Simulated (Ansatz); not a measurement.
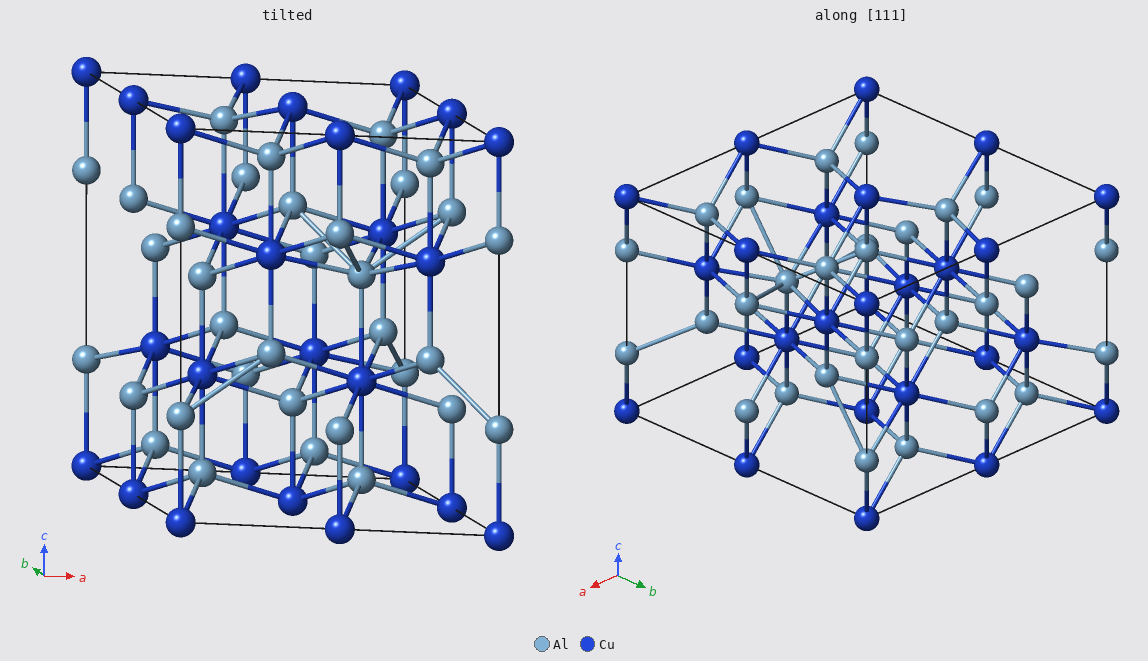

Ball-and-stick representation of a periodic structure, projected slightly off an axis and along [111]. The edges of the conventional unit cell are marked. Cell: a = 8.098 Å, b = 8.098 Å, c = 9.918 Å, α = 90.00°, β = 90.00°, γ = 120.00°.

What structure is drawn here?

The material is Al2Cu. It belongs to space group R3m (No. 160) and has a rhombohedral (trigonal R) lattice. It has 36 atoms to the cell (24 Al, 12 Cu). Taking every contact within bonding distance, one finds Al 4 to 7 (mean 4.8) and Cu 8.

The structure comes from a structure listed in the Materials Project. The cell was then strained or its atoms displaced on purpose. A calculation with Ansatz used it as input.

At this level of theory the run's own cell isn't at rest (forces up to 1.1 eV/Å), so its distances can differ from those at equilibrium, the more so the softer the solid.
